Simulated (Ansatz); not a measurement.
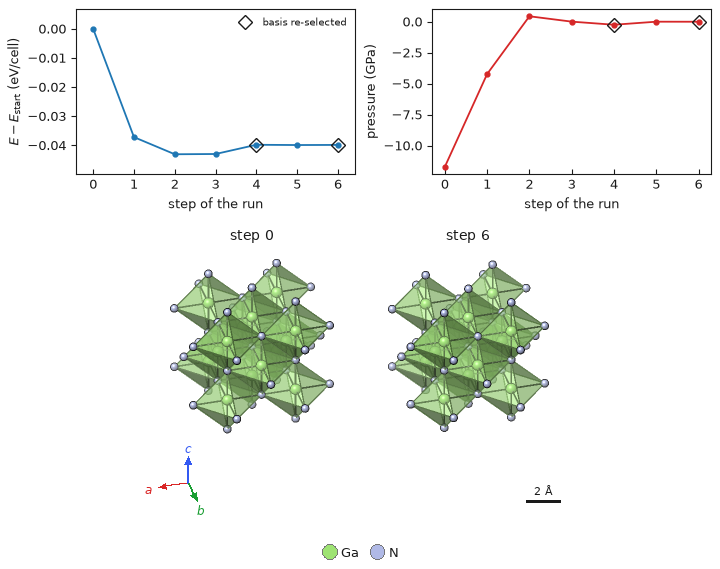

First and last geometry of a relaxation of a crystal of GaN (set up in Fm-3m), with the history of the run. Style: polyhedral. Shown: the conventional cell (4 times the calculation's cell), from a free direction. Lengths and directions refer to the drawn axes.

The run lets cell and atoms move.

These are results of Ansatz, Kohn-Sham DFT of a periodic cell, PBEsol with D4, Ansatz PAW, not measurements.

The input:
```yaml
crystal:
  lattice:
    - [0.0, 2.135235, 2.135235]
    - [2.135235, 0.0, 2.135235]
    - [2.135235, 2.135235, 0.0]
  atoms:
    - { symbol: Ga, position: [0.0, 0.0, 0.0] }
    - { symbol: "N", position: [0.5, 0.5, 0.5] }
hamiltonian:
  xc: pbesol
  pseudopotentials: { kind: paw }
  dispersion: d4
kpoints:
  mp_grid: { grid: [11, 11, 11] }
scf:
  occupations: { method: fermi_dirac, width: 0.05 }
output:
  forces: true
  stress: true
  eigenvalues: true
relax:
  f_tol: 0.01
  max_steps: 40
  cell: { stress_tol: 0.05 }
```

Launched with:
```bash
ansatz run input.yaml --threads 2 --pin off --max-ram 5632MiB --backend cpu --events-out ev --progress --plain --runs-dir out
```

### Read the history and describe the run.

It converged. The atoms keep their places relative to the cell (all moves are under 0.005 Å). The drawn cell changes as follows: a = b = c 4.270 → 4.194 Å (−1.8 %); the volume changes by −5.3 %. Near-neighbour distances that change, for instance: Ga–N 2.135 → 2.097 Å. The space group stays Fm-3m (No. 225). The energy falls by 39.9 meV per cell of the calculation in 4 accepted moves (6 points after the start). All forces vanish by symmetry, so only the cell relaxes. Pressure: −11.71 GPa at the start and 0.00 GPa at the end. The SCF was repeated twice at an unchanged geometry on a basis and grid sized afresh for the cell, which shifted the energy by 3.2 meV per cell of the calculation at most. Cost: 6.4 s on 2 threads of Arm Neoverse V2, with other jobs on the host, peak memory 0.3 GiB.
